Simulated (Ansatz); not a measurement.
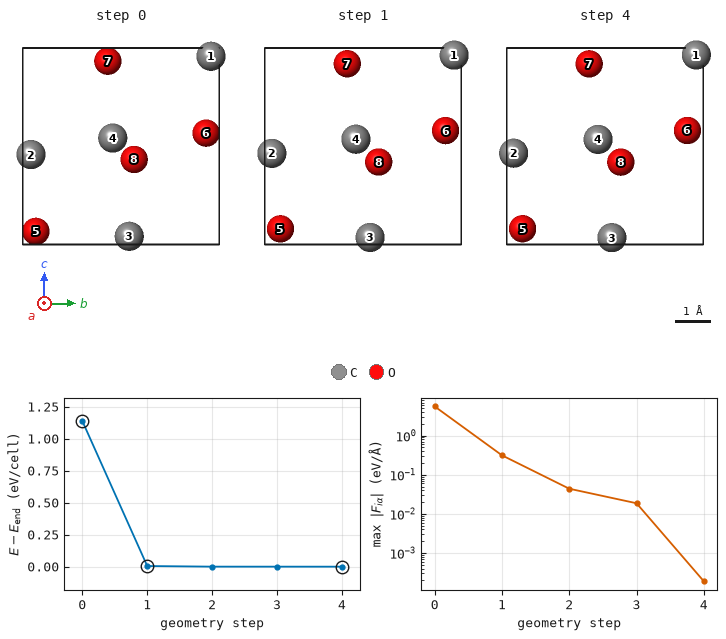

Frames of a relaxation of solid CO (set up in P2_13), marked on the history of the run. A ball-and-stick model of the cell of the calculation, seen along the a axis.

The start is a measured structure.

The calculation used DFT, PAW plane waves, r2SCAN (Ansatz).

Input file:
```yaml
crystal:
  lattice:
    - [5.63, 0.0, 0.0]
    - [0.0, 5.63, 0.0]
    - [0.0, 0.0, 5.63]
  atoms:
    - { symbol: C, position: [0.958, 0.958, 0.958] }
    - { symbol: C, position: [0.542, 0.042, 0.458] }
    - { symbol: C, position: [0.458, 0.542, 0.042] }
    - { symbol: C, position: [0.042, 0.458, 0.542] }
    - { symbol: O, position: [0.067, 0.067, 0.067] }
    - { symbol: O, position: [0.433, 0.933, 0.567] }
    - { symbol: O, position: [0.567, 0.433, 0.933] }
    - { symbol: O, position: [0.933, 0.567, 0.433] }
  symmetry: { tolerance: 0.0003 }
kpoints:
  mp_grid: { grid: [5, 5, 5], shift: [0, 0, 0] }
magnetization:
  spin_polarized: false
scf:
  occupations: { method: fermi_dirac }
  lower_state_search: "off"
hamiltonian:
  pseudopotentials: { kind: paw }
  xc: r2scan
basis:
  ecutwfc: 500
  fft_grid_basis: typed
relax:
  max_steps: 40
output:
  forces: true
  stress: true
  eigenvalues: true
  bader: true
  populations: true
  elf: true
  write_potential: true
  volumetric_format: npy
  dos:
    e_range: [-12, 8]
    de: 0.05
    projected: { site_lists: { C: [C], O: [O] } }
  write_density: true
checkpoint:
  read: saved_state
```

Run as
```bash
ansatz run input.yaml --threads 2 --pin off --max-ram 3584MiB --backend cpu --events-out ev --progress --plain --runs-dir out
```

> Describe the path.

The largest moves, 0.13 Å, are those of O5, O6, O7 and O8. O5 goes along [1 1 1]. By element the largest moves are O 0.13 Å, C 0.07 Å. The cell stays as it was. Some distances before and after: C1–O5 1.063 → 1.126 Å. The space group stays P2_13 (No. 198). Over 4 geometry steps the energy falls by 1.138 eV per cell of the calculation. The largest force component goes from 5.6 to 0.00019 eV/Å. The run took 110 s on 2 threads of Intel(R) Xeon(R) Platinum 8375C CPU @ 2.90GHz (Ice Lake), with other jobs on the host, peak memory 0.85 GiB. From step 0 to 1: O atoms move most (0.13 Å), energy −1.133 eV per cell of the calculation. From step 1 to 4: energy −5.0 meV per cell of the calculation.
